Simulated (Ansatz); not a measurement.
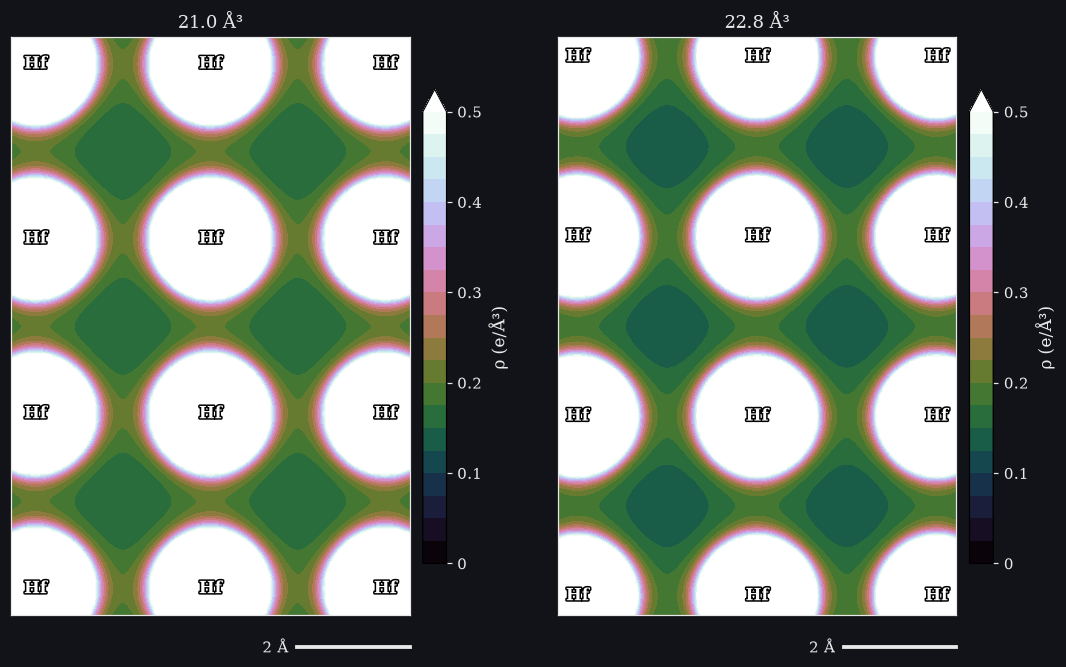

Hf. The valence electron density of cells scaled evenly to different volumes (given per atom above each panel), on the (110) plane of each (indices in the axes of the cell below), at one length scale and on one colour scale.

All numbers below come from Ansatz 0.2.0, Kohn-Sham DFT of a periodic cell, LDA, Ansatz PAW.

The largest cell:

```xyz
1
Lattice="0.0000 2.2492 2.2492 2.2492 0.0000 2.2492 2.2492 2.2492 0.0000" Properties=species:S:1:pos:R:3 pbc="T T T"
Hf    0.0000    0.0000    0.0000
```

| volume (Å³/atom) | Hf–Hf contact in the plane (Å) | ρ at its midpoint (e/Å³) | pressure (GPa) | 
| --- | --- | --- | --- |
| 21.01 | 3.097 | 0.206 | −1.4 | 
| 21.44 | 3.118 | ? | ? | 
| 22.76 | 3.181 | 0.187 | −9.3 | 

> What values belong in the row with question marks?

Over the known rows ln ρ falls by 1.15 per Å of Hf–Hf distance (the line through the two), which gives 0.201 e/Å³ at 3.118 Å; the calculation gives 0.201 e/Å³. For the pressure, a straight line in volume between the neighbouring rows gives −3.3 GPa; the calculation gives −3.7, lower because pressure rises ever faster on compression.
